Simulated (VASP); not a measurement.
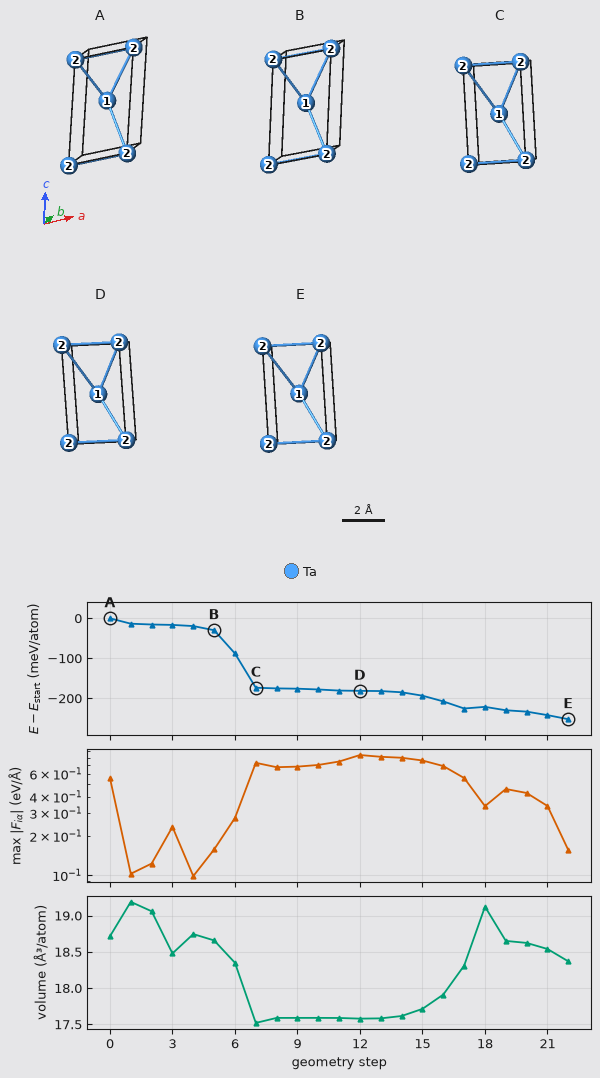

Frames of a relaxation of a crystal of Ta (set up in P-1), marked on the history of the run. Style: ball-and-stick. Shown: the cell of the calculation, reduced to other axes, slightly off an axis. Lengths and directions refer to the drawn axes.

The run lets cell and atoms move.

The calculation used Kohn-Sham DFT of a periodic cell, PBE, VASP PAW PBE potentials, recommended (VASP 6.6.1).

Input
```
PREC     = Accurate       # precision mode
ENCUT    = 600            # plane-wave cutoff, eV
EDIFF    = 1E-6           # SCF threshold, eV
ISMEAR   = 1              # smearing method
SIGMA    = 0.2            # smearing width, eV
LREAL    = F              # projectors in reciprocal space
LASPH    = T              # aspherical terms in the spheres
NELM     = 60             # most SCF steps
ALGO     = Fast           # electronic algorithm
ISIF     = 3              # what is computed and relaxed
LWAVE    = F              # write WAVECAR
LCHARG   = F              # write CHGCAR
GGA      = PE             # functional
IBRION   = 2              # ionic algorithm
NSW      = 40             # ionic steps
EDIFFG   = -0.02          # ionic threshold
```

Launched with:
```bash
cat potpaw_PBE.64/Ta_pv/POTCAR > POTCAR
mpirun -np 1 vasp_std > vasp.out
```

Question: What happens along the run?

Answer: The run was cut off at its time limit before the relaxation converged, so the last structure is only a point on the way. The energy falls by 252 meV per atom in 22 geometry steps. The largest force component goes from 0.56 to 0.16 eV/Å. The pressure goes from 1.49 to −0.31 GPa. The largest moves relative to the cell, 0.083 Å, are those of Ta1 and Ta2. Ta1 goes along [0 2 −1]. The volume changes by −1.8 %, with a 2.971 → 2.878 Å (−3.1 %), b 2.980 → 2.883 Å (−3.3 %), c 5.138 → 4.712 Å (−8.3 %), α 74.1° → 90.3°, β 73.7° → 90.7°, γ 60.3° → 70.0°. Among the contacts that change: Ta1–Ta2 4.238 → 3.356 Å, Ta1–Ta2 (another image) 4.124 → 3.279 Å, Ta1–Ta2 (another image) 2.869 → 3.354 Å, Ta1–Ta1 2.989 → 3.305 Å. The space group stays P-1 (No. 2). From step 0 to 5: Ta atoms move most (0.05 Å), volume −0.3 %, energy −29.7 meV per atom. From step 5 to 7: Ta atoms move most (0.06 Å), volume −6.1 %, energy −144 meV per atom. From step 7 to 12: volume +0.3 %, energy −7.8 meV per atom. From step 12 to 22: Ta atoms move most (0.05 Å), volume +4.5 %, energy −70.8 meV per atom.

```csv
step,"E − E(0), meV/atom","largest force component, eV/Å","pressure, GPa","volume, Å³/atom"
0,0.00,0.5591,1.49,18.716
1,-13.41,0.1029,-3.63,19.191
2,-15.44,0.1232,-2.41,19.061
3,-16.44,0.2355,3.38,18.480
4,-19.33,0.0987,0.66,18.746
5,-29.73,0.1581,1.23,18.659
6,-87.80,0.2759,3.03,18.350
7,-173.33,0.7304,11.15,17.521
8,-174.99,0.6761,10.18,17.590
9,-175.73,0.6829,10.17,17.590
10,-177.69,0.7034,10.19,17.590
11,-180.43,0.7475,10.24,17.589
12,-181.13,0.8382,10.45,17.580
13,-181.62,0.8125,10.37,17.584
14,-184.67,0.7989,9.95,17.616
15,-193.21,0.7612,8.54,17.715
16,-207.47,0.6899,5.99,17.913
17,-225.19,0.5584,1.09,18.312
18,-221.08,0.3398,-7.26,19.124
19,-229.59,0.4600,-2.62,18.652
20,-233.01,0.4287,-2.40,18.624
21,-241.73,0.3406,-1.74,18.540
22,-251.97,0.1562,-0.31,18.370
```
